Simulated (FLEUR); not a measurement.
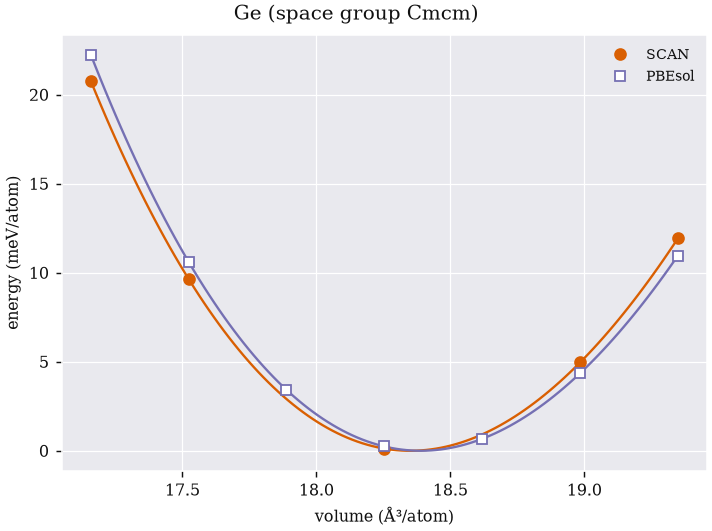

The picture above shows the energy against volume, with one curve for each functional, for Ge (space group Cmcm).

How it was computed, with FLEUR MaX-R8.1 (later development tree): all-electron LAPW DFT, no spin polarisation; energies at scaled volumes of the given cell, shape and fractions fixed, counted from the fit's minimum, third-order Birch-Murnaghan fit. All runs: no spin polarisation.

| setting | value |
| --- | --- |
| k mesh | 10×10×6 |
| occupations | Fermi–Dirac |
| smearing width | 0.05 eV |
| potentials | all electron |

Order the curves by fitted equilibrium volume, smallest first.

Answer. SCAN 18.350, PBEsol 18.389 Å³/atom.

Caveats: shape and atomic fractions are frozen while scaling, which makes layered, chain and framework solids too stiff.
